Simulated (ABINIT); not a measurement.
## Single-point calculation of BaTiO$_{3}$

The run: single-point calculation of BaTiO$_{3}$ (5 atoms in the cell). Method and program: Kohn-Sham DFT of a periodic cell, LDA, PseudoDojo NC SR LDA v0.4.1 standard, no spin polarisation (ABINIT 10.8.3).

The structure derives from an entry of the Crystallography Open Database.

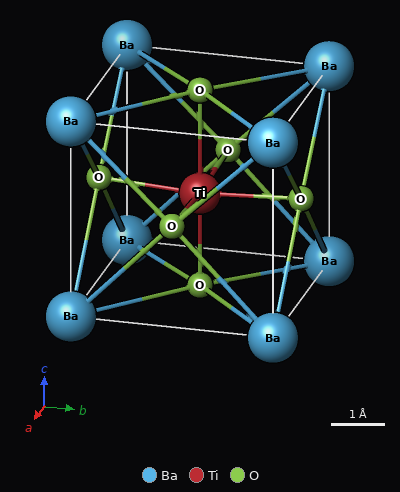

**Figure 1.** The structure (ball-and-stick view of the cell of the calculation, seen at an oblique angle). An atom can appear more than once, as a periodic image.

### The input
```
pp_dirpath "./"
pseudos "Ba.upf, Ti.upf, O.upf"

acell 3*1.0 Angstrom
rprim
     3.9998000000     0.0000000000     0.0000000000
     0.0000000000     3.9998000000     0.0000000000
     0.0000000000     0.0000000000     4.0180000000
ntypat 3
znucl 56 22 8
natom 5
typat 1 2 3 3 3
xcart
     0.0000000000     0.0000000000     0.0000000000
     3.7792632766     3.7792632766     3.7205305887
     0.0000000000     3.7792632766     3.9255394170
     3.7792632766     0.0000000000     3.9255394170
     3.7792632766     3.7792632766     0.1442654718

ecut 952.398519 eV

kptopt 1
ngkpt 5 5 5
nshiftk 1
shiftk 0.0 0.0 0.0

ixc 7

nband 24
occopt 3
tsmear 0.05 eV

nstep 100
tolvrs 1.0e-10

iomode 3
prtwf 0
prteig 0
prtebands 0
enunit 1
prtden 1
prtvha 1
prtvclmb 1
prtpot 1
prtelf 1
```

Command:
```bash
mpirun --bind-to none -np 4 abinit run.abi > log 2>&1
```

### Output
```
.Version 10.8.3 of ABINIT
 Symmetries : space group P4 m m (# 99); Bravais tP (primitive tetrag.)
================================================================================
 Values of the parameters that define the memory need of the present run
     intxc =       0    ionmov =       0      iscf =       7    lmnmax =       6
     lnmax =       6     mgfft =      45  mpssoang =       3    mqgrid =    3001
     natom =       5  nloc_mem =       1    nspden =       1   nspinor =       1
    nsppol =       1      nsym =       8    n1xccc =    2501    ntypat =       3
    occopt =       3   xclevel =       1
       mpw =        4306          nfft =       91125          nkpt =          18
================================================================================
================================================================================

--------------------------------------------------------------------------------
------------- Echo of variables that govern the present computation ------------
--------------------------------------------------------------------------------
 -outvars: echo values of preprocessed input variables --------
            acell      1.8897261259E+00  1.8897261259E+00  1.8897261259E+00 Bohr
              amu      1.37327000E+02  4.78800000E+01  1.59994000E+01
             ecut      3.50000000E+01 Hartree
           enunit           1
              ixc           7
         kptrlatt        5    0    0      0    5    0      0    0    5
          kptrlen      3.77926328E+01
            natom           5
            nband          24
            ngfft          45      45      45
             nkpt          18
            nstep         100
             nsym           8
           ntypat           3
           occopt           3
        prtebands           0
           prteig           0
           prtelf           1
           prtpot           1
         prtvclmb           1
           prtvha           1
            prtwf           0
            rprim      3.9998000000E+00  0.0000000000E+00  0.0000000000E+00
                       0.0000000000E+00  3.9998000000E+00  0.0000000000E+00
                       0.0000000000E+00  0.0000000000E+00  4.0180000000E+00
          spgroup          99
           tolvrs      1.00000000E-10
           tsmear      1.83746611E-03 Hartree
            typat      1  2  3  3  3
           xangst      0.0000000000E+00  0.0000000000E+00  0.0000000000E+00
                       1.9999000000E+00  1.9999000000E+00  1.9688199987E+00
                       0.0000000000E+00  1.9999000000E+00  2.0773059986E+00
                       1.9999000000E+00  0.0000000000E+00  2.0773059986E+00
                       1.9999000000E+00  1.9999000000E+00  7.6341999945E-02
            xcart      0.0000000000E+00  0.0000000000E+00  0.0000000000E+00
                       3.7792632792E+00  3.7792632792E+00  3.7205305887E+00
                       0.0000000000E+00  3.7792632792E+00  3.9255394170E+00
                       3.7792632792E+00  0.0000000000E+00  3.9255394170E+00
                       3.7792632792E+00  3.7792632792E+00  1.4426547180E-01
             xred      0.0000000000E+00  0.0000000000E+00  0.0000000000E+00
                       5.0000000000E-01  5.0000000000E-01  4.8999999967E-01
                       0.0000000000E+00  5.0000000000E-01  5.1699999964E-01
                       5.0000000000E-01  0.0000000000E+00  5.1699999964E-01
                       5.0000000000E-01  5.0000000000E-01  1.8999999986E-02
            znucl       56.00000   22.00000    8.00000

================================================================================

 chkinp: Checking input parameters for consistency.

================================================================================
== DATASET  1 ==================================================================

--- !DatasetInfo
iteration_state: {dtset: 1, }
dimensions: {natom: 5, nkpt: 18, mband: 24, nsppol: 1, nspinor: 1, nspden: 1, mpw: 4306, }
cutoff_energies: {ecut:  35.0, pawecutdg:  -1.0, }
electrons: {nelect:   4.00000000E+01, charge:   0.00000000E+00, occopt:   3.00000000E+00, tsmear:   1.83746611E-03, }
meta: {optdriver: 0, ionmov: 0, optcell: 0, iscf: 7, paral_kgb: 0, }
...

 Exchange-correlation functional for the present dataset will be:
  LDA: Perdew-Wang 92 LSD fit to Ceperley-Alder data - ixc=7
  J.P.Perdew and Y.Wang, PRB 45, 13244 (1992)

 Real(R)+Recip(G) space primitive vectors, cartesian coordinates (Bohr,Bohr^-1):
 R(1)=  7.5585266  0.0000000  0.0000000  G(1)=  0.1323009  0.0000000  0.0000000
 R(2)=  0.0000000  7.5585266  0.0000000  G(2)=  0.0000000  0.1323009  0.0000000
 R(3)=  0.0000000  0.0000000  7.5929196  G(3)=  0.0000000  0.0000000  0.1317016
 Unit cell volume ucvol=  4.3379355E+02 bohr^3
 Angles (23,13,12)=  9.00000000E+01  9.00000000E+01  9.00000000E+01 degrees

 getcut: wavevector=  0.0000  0.0000  0.0000  ngfft=  45  45  45
         ecut(hartree)=     35.000   => boxcut(ratio)=   2.17593

--- Pseudopotential description ------------------------------------------------
- pspini: atom type   1  psp file is ./Ba.upf
12 -1012 2 -1 1912                            pspcod,pspxc,lmax,lloc,mmax
     nproj     2     2     2

- pspini: atom type   2  psp file is ./Ti.upf
12 -1012 2 -1 1568                            pspcod,pspxc,lmax,lloc,mmax
     nproj     2     2     2

- pspini: atom type   3  psp file is ./O.upf
12 -1012 2 -1 926                             pspcod,pspxc,lmax,lloc,mmax
     nproj     2     2     1

   2.38488445E+03                                ecore*ucvol(ha*bohr**3)
--------------------------------------------------------------------------------

================================================================================

--- !BeginCycle
iteration_state: {dtset: 1, }
solver: {iscf: 7, nstep: 100, nline: 4, wfoptalg: 0, }
tolerances: {tolvrs: 1.00E-10, }
...

     iter   Etot(hartree)      deltaE(h)  residm     vres2
 ETOT  1  -136.79210125467    -1.368E+02 1.131E-01 1.829E+03
 ETOT  2  -128.58482991211     8.207E+00 1.576E-01 3.103E+04
 ETOT  3  -137.30967400924    -8.725E+00 7.076E-02 4.698E+02
 ETOT  4  -137.32405496547    -1.438E-02 1.520E-02 3.271E+02
 ETOT  5  -137.37376467929    -4.971E-02 1.539E-02 9.802E+01
 ETOT  6  -137.38206167201    -8.297E-03 2.945E-03 5.721E+01
 ETOT  7  -137.39339010942    -1.133E-02 1.045E-02 3.961E+00
 ETOT  8  -137.39418271859    -7.926E-04 1.082E-02 4.121E-01
 ETOT  9  -137.39425797206    -7.525E-05 5.553E-03 6.392E-02
 ETOT 10  -137.39427203467    -1.406E-05 2.639E-03 1.721E-03
 ETOT 11  -137.39427239581    -3.611E-07 1.111E-03 6.493E-05
 ETOT 12  -137.39427241188    -1.606E-08 1.033E-03 4.651E-07
 ETOT 13  -137.39427241226    -3.785E-10 5.437E-04 5.017E-07
 ETOT 14  -137.39427241243    -1.764E-10 3.980E-04 4.685E-08
 ETOT 15  -137.39427241246    -2.547E-11 1.714E-04 2.911E-09
 ETOT 16  -137.39427241246    -6.935E-12 1.505E-04 2.485E-10
 ETOT 17  -137.39427241246     3.610E-12 7.649E-05 2.696E-11

 At SCF step   17       vres2   =  2.70E-11 < tolvrs=  1.00E-10 =>converged.

 Compute ELF
--------------------------------------------------------------------------------

 Compute kinetic energy density

 Compute gradient of the electron density
 Electron Localization Function (ELF) [min:0;max:1]
)     Maximum=    8.9288E-01  at reduced coord.    0.9556    0.9778    0.8000
)     Minimum=    6.7461E-06  at reduced coord.    0.0000    0.0000    0.0000
   Integrated=    1.5576E+02

--------------------------------------------------------------------------------
 End of ELF section

 Cartesian components of stress tensor (hartree/bohr^3)
  sigma(1 1)=  3.40567834E-04  sigma(3 2)=  0.00000000E+00
  sigma(2 2)=  3.40567834E-04  sigma(3 1)=  0.00000000E+00
  sigma(3 3)=  3.09156959E-04  sigma(2 1)=  0.00000000E+00

--- !ResultsGS
iteration_state: {dtset: 1, }
comment   : Summary of ground state results
lattice_vectors:
- [  7.5585266,   0.0000000,   0.0000000, ]
- [  0.0000000,   7.5585266,   0.0000000, ]
- [  0.0000000,   0.0000000,   7.5929196, ]
lattice_lengths: [   7.55853,    7.55853,    7.59292, ]
lattice_angles: [ 90.000,  90.000,  90.000, ] # degrees, (23, 13, 12)
lattice_volume:   4.3379355E+02
convergence: {deltae:  3.610E-12, res2:  2.696E-11, residm:  7.649E-05, diffor: null, }
etotal    :  -1.37394272E+02
entropy   :   0.00000000E+00
fermie    :   2.61901444E-01
cartesian_stress_tensor: # hartree/bohr^3
- [  3.40567834E-04,   0.00000000E+00,   0.00000000E+00, ]
- [  0.00000000E+00,   3.40567834E-04,   0.00000000E+00, ]
- [  0.00000000E+00,   0.00000000E+00,   3.09156959E-04, ]
pressure_GPa:  -9.7118E+00
xred      :
- [  0.0000E+00,   0.0000E+00,   0.0000E+00, Ba]
- [  5.0000E-01,   5.0000E-01,   4.9000E-01, Ti]
- [  0.0000E+00,   5.0000E-01,   5.1700E-01,  O]
- [  5.0000E-01,   0.0000E+00,   5.1700E-01,  O]
- [  5.0000E-01,   5.0000E-01,   1.9000E-02,  O]
cartesian_forces: # hartree/bohr
- [ -0.00000000E+00,  -0.00000000E+00,   2.77605205E-04, ]
- [ -0.00000000E+00,  -0.00000000E+00,  -4.23647455E-03, ]
- [ -0.00000000E+00,  -0.00000000E+00,  -2.19898484E-03, ]
- [ -0.00000000E+00,  -0.00000000E+00,  -2.19898484E-03, ]
- [ -0.00000000E+00,  -0.00000000E+00,   8.35683902E-03, ]
force_length_stats: {min:   2.77605205E-04, max:   8.35683902E-03, mean:   3.45377769E-03, }
...

 Integrated electronic density in atomic spheres:
 ------------------------------------------------
 Atom  Sphere_radius  Integrated_density
    1        2.00000          5.27226408
    2        2.00000          9.40805891
    3        2.00000          6.17676072
    4        2.00000          6.17676072
    5        2.00000          6.19512749
================================================================================

 ----iterations are completed or convergence reached----

 Mean square residual over all n,k,spin=   66.030E-08; max=  76.486E-06
 reduced coordinates (array xred) for    5 atoms
       0.000000000000      0.000000000000      0.000000000000
       0.500000000000      0.500000000000      0.489999999669
       0.000000000000      0.500000000000      0.516999999644
       0.500000000000      0.000000000000      0.516999999644
       0.500000000000      0.500000000000      0.018999999986
 rms dE/dt=  1.9361E-02; max dE/dt=  3.2166E-02; dE/dt below (all hartree)
    1       0.000000000000      0.000000000000     -0.002108694376
    2       0.000000000000      0.000000000000      0.032166350181
    3       0.000000000000      0.000000000000      0.016695854636
    4       0.000000000000      0.000000000000      0.016695854636
    5       0.000000000000      0.000000000000     -0.063453666964

 cartesian coordinates (angstrom) at end:
    1      0.00000000000000     0.00000000000000     0.00000000000000
    2      1.99990000000000     1.99990000000000     1.96881999867189
    3      0.00000000000000     1.99990000000000     2.07730599856858
    4      1.99990000000000     0.00000000000000     2.07730599856858
    5      1.99990000000000     1.99990000000000     0.07634199994494

 cartesian forces (hartree/bohr) at end:
    1     -0.00000000000000    -0.00000000000000     0.00027760520548
    2     -0.00000000000000    -0.00000000000000    -0.00423647455305
    3     -0.00000000000000    -0.00000000000000    -0.00219898483723
    4     -0.00000000000000    -0.00000000000000    -0.00219898483723
    5     -0.00000000000000    -0.00000000000000     0.00835683902204
 frms,max,avg= 2.5499361E-03 8.3568390E-03   0.000E+00  0.000E+00  1.133E-07 h/b

 cartesian forces (eV/Angstrom) at end:
    1     -0.00000000000000    -0.00000000000000     0.01427503361755
    2     -0.00000000000000    -0.00000000000000    -0.21784828047650
    3     -0.00000000000000    -0.00000000000000    -0.11307634675634
    4     -0.00000000000000    -0.00000000000000    -0.11307634675634
    5     -0.00000000000000    -0.00000000000000     0.42972594037162
 frms,max,avg= 1.3112298E-01 4.2972594E-01   0.000E+00  0.000E+00  5.827E-06 e/A
 length scales=  1.889726125908  1.889726125908  1.889726125908 bohr
              =  1.000000000000  1.000000000000  1.000000000000 angstroms
 Fermi (or HOMO) energy (eV) =   7.12670   Average Vxc (eV)= -11.93377
 Eigenvalues (   eV  ) for nkpt=  18  k points:
 kpt#   1, nband= 24, wtk=  0.00800, kpt=  0.0000  0.0000  0.0000 (reduced coord)
 -49.64692  -26.22905  -26.19889  -26.19889  -18.46658  -10.28410   -9.59625   -9.54095
  -3.60090   -3.60090   -3.59908    3.93702    3.94694    3.94694    5.02632    5.02632
   5.11833    5.99009    5.99670    5.99670    8.01874    8.23849    8.23849   10.41997
 prteigrs : prtvol=0 or 1, do not print more k-points.

--- !EnergyTerms
iteration_state     : {dtset: 1, }
comment             : Components of total free energy in Hartree
kinetic             :  6.25483256413913E+01
hartree             :  2.96503234071597E+01
xc                  : -2.77214314838160E+01
Ewald energy        : -1.03499980154631E+02
psp_core            :  5.49774073633474E+00
local_psp           : -1.00078000116359E+02
non_local_psp       : -3.79125044250055E+00
internal            : -1.37394272412420E+02
'-kT*entropy'       : -4.07043655166100E-11
total_energy        : -1.37394272412461E+02
total_energy_eV     : -3.73868861460101E+03
band_energy         : -1.09713315809799E+01
...

 Cartesian components of stress tensor (hartree/bohr^3)
  sigma(1 1)=  3.40567834E-04  sigma(3 2)=  0.00000000E+00
  sigma(2 2)=  3.40567834E-04  sigma(3 1)=  0.00000000E+00
  sigma(3 3)=  3.09156959E-04  sigma(2 1)=  0.00000000E+00

-Cartesian components of stress tensor (GPa)         [Pressure= -9.7118E+00 GPa]
- sigma(1 1)=  1.00198516E+01  sigma(3 2)=  0.00000000E+00
- sigma(2 2)=  1.00198516E+01  sigma(3 1)=  0.00000000E+00
- sigma(3 3)=  9.09571175E+00  sigma(2 1)=  0.00000000E+00

== END DATASET(S) ==============================================================
================================================================================

 -outvars: echo values of variables after computation  --------
            acell      1.8897261259E+00  1.8897261259E+00  1.8897261259E+00 Bohr
           etotal     -1.3739427241E+02
            fcart     -0.0000000000E+00 -0.0000000000E+00  2.7760520548E-04
                      -0.0000000000E+00 -0.0000000000E+00 -4.2364745531E-03
                      -0.0000000000E+00 -0.0000000000E+00 -2.1989848372E-03
                      -0.0000000000E+00 -0.0000000000E+00 -2.1989848372E-03
                      -0.0000000000E+00 -0.0000000000E+00  8.3568390220E-03
            rprim      3.9998000000E+00  0.0000000000E+00  0.0000000000E+00
                       0.0000000000E+00  3.9998000000E+00  0.0000000000E+00
                       0.0000000000E+00  0.0000000000E+00  4.0180000000E+00
           strten      3.4056783447E-04  3.4056783447E-04  3.0915695864E-04
                       0.0000000000E+00  0.0000000000E+00  0.0000000000E+00
           xangst      0.0000000000E+00  0.0000000000E+00  0.0000000000E+00
                       1.9999000000E+00  1.9999000000E+00  1.9688199987E+00
                       0.0000000000E+00  1.9999000000E+00  2.0773059986E+00
                       1.9999000000E+00  0.0000000000E+00  2.0773059986E+00
                       1.9999000000E+00  1.9999000000E+00  7.6341999945E-02
             xred      0.0000000000E+00  0.0000000000E+00  0.0000000000E+00
                       5.0000000000E-01  5.0000000000E-01  4.8999999967E-01
                       0.0000000000E+00  5.0000000000E-01  5.1699999964E-01
                       5.0000000000E-01  0.0000000000E+00  5.1699999964E-01
                       5.0000000000E-01  5.0000000000E-01  1.8999999986E-02
 Calculation completed.
```

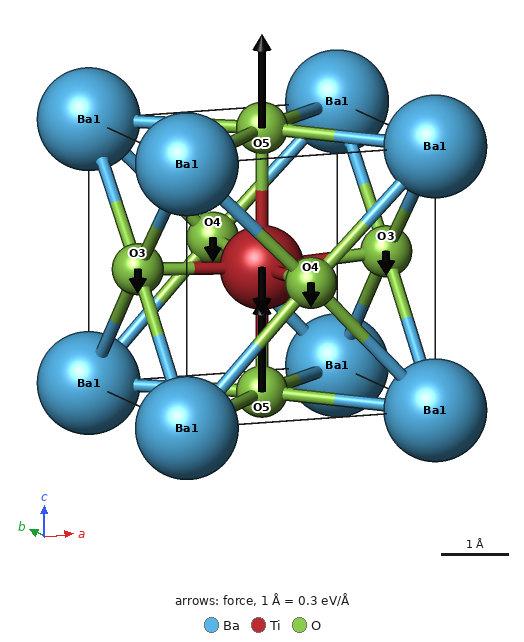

**Figure 2.** Forces on the atoms as black arrows (ball-and-stick view of the cell of the calculation, seen slightly off an axis; atoms are numbered from 1 in the order of the input); the smallest are left out. The largest act on O5 (0.43 eV/Å); Ti2 (0.22 eV/Å). The geometry is not a stationary point of this energy.

### Key numbers

| quantity | value |
| --- | --- |
| outcome | converged |
| space group (tolerance 0.01 Å) | P4mm (99) |
| electrons treated | 40 |
| free energy | −3738.6886 eV |
| Fermi energy | 7.127 eV |
| gap on the k-point mesh | 1.90 eV |
| pressure | −9.71 GPa |
| largest force (length of the vector) | 0.430 eV/Å |
| hardware | 4 threads of AMD EPYC (Zen 3), 192 GiB of memory available, shared host |
| wall time | 42 s (CPU time 2.8 min) |
| peak memory | 0.32 GiB |

### Remarks

Points of doubt noted for this run: cutoff too low for stress; dojo041 ba apart from other sets. The cell is under a tension of 9.7 GPa at this level, so it is not at its equilibrium volume.
